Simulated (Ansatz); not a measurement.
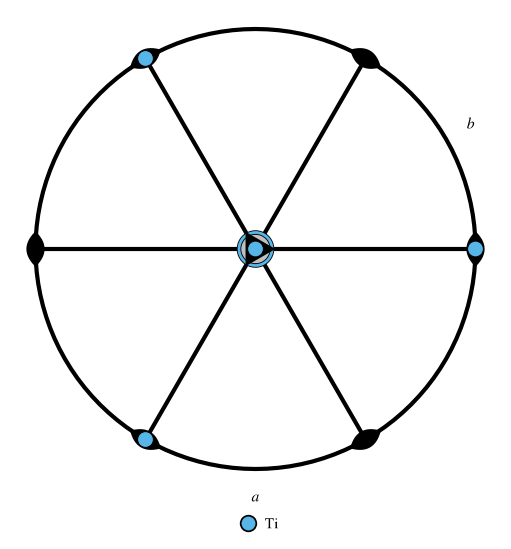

Directions from one titanium atom at (1/3, 2/3, 1/2) to its bonded neighbours, in stereographic projection down c (filled: above the plane of the page or in it, open: below). Crystal: Ti, coordinates from a relaxation with Ansatz, DFT PBE, scalar-relativistic, plane waves, PAW. The drawing is computed from the coordinates (standard cell, symmetry found to 0.002 Å).

Neighbours are counted up to 2.96 Å for Ti. The symmetry elements of the site are drawn in: heavy lines are mirror planes (a heavy rim: a mirror in the plane of the page); lens, triangle, square and hexagon are 2-, 3-, 4- and 6-fold axes, a lens in an open square is −4, a triangle in an open hexagon −6; thin dashed diameters join the ends of axes that lie in the page; a small open circle marks inversion.

```
CELL_PARAMETERS angstrom
4.57979 0.00000 0.00000
-2.28990 3.96622 0.00000
0.00000 0.00000 2.83141
ATOMIC_POSITIONS crystal
Ti 0.00000 0.00000 0.00000
Ti 0.33333 0.66667 0.50000
Ti 0.66667 0.33333 0.50000
```

> How many neighbours are there, and at what angles?

5: 3 Ti at 2.64 Å, 2 Ti at 2.83 Å. Angles between bonds: 90° (6×), 120° (3×), 180° (1×).

> What is the site's symmetry in the crystal?

Point group -6m2 (D3h), order 12: one −6 axis, three twofold axes, four mirror planes. In P6/mmm, No. 191 this is Wyckoff position 2d.
